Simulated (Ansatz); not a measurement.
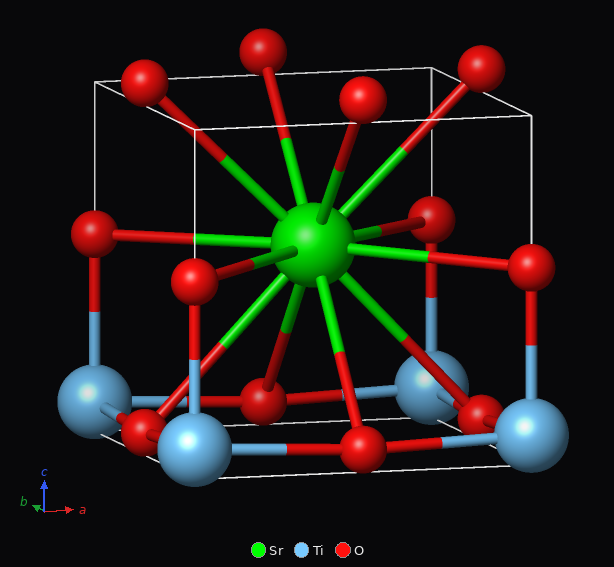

Structure drawing (ball-and-stick), viewed slightly off an axis. The frame is the conventional unit cell; atoms at its boundary are shown with their periodic copies.

SrTiO$_{3}$, space group P4mm (No. 99), a = 3.904 Å, b = 3.904 Å, c = 3.923 Å, α = 90.00°, β = 90.00°, γ = 90.00°. Origin of the cell: a structure type filled with these elements by a generator (whether the compound takes this form wasn't checked). Earlier steps of the study may have refined or changed the cell and positions. It was the input of a calculation with Ansatz.

This one geometry was computed with Ansatz (DFT, plane waves, PAW) at five levels of theory: PBE, r2SCAN, HSE06, PBE0 and PBE with spin-orbit coupling. It was relaxed beforehand with r2SCAN.

**Which level gives the highest pressure at this volume, and what does that say about its equilibrium volume?**

Highest: PBE (4.0 GPa) and PBE with spin-orbit coupling (4.0 GPa), which points to the largest equilibrium volume. Lowest, with the smallest volume: HSE06 (-1.7 GPa) and PBE0 (-1.9 GPa). Levels within 0.5 GPa of each other can't be told apart.

**How does the band gap change with the level of theory?**

PBE with spin-orbit coupling: a gap of 1.90 eV, indirect; PBE: a gap of 1.90 eV, indirect; r2SCAN: a gap of 2.28 eV, indirect; HSE06: a gap of 3.35 eV, indirect; PBE0: a gap of 4.10 eV, indirect.

**Collect the results in a table.**

| level | cutoff (eV) | k-mesh of the run's cell | gap (eV) | pressure (GPa) |
| --- | --- | --- | --- | --- |
| PBE | 420 | 6×6×6 | 1.90 | 4.0 |
| r2SCAN | 500 | 6×6×6 | 2.28 | 0.0 |
| HSE06 | 420 | 4×4×4 | 3.35 | -1.7 |
| PBE0 | 420 | 4×4×4 | 4.10 | -1.9 |
| PBE with spin-orbit coupling | 420 | 6×6×6 | 1.90 | 4.0 |

Gaps are taken on the k-mesh or band path of each run.
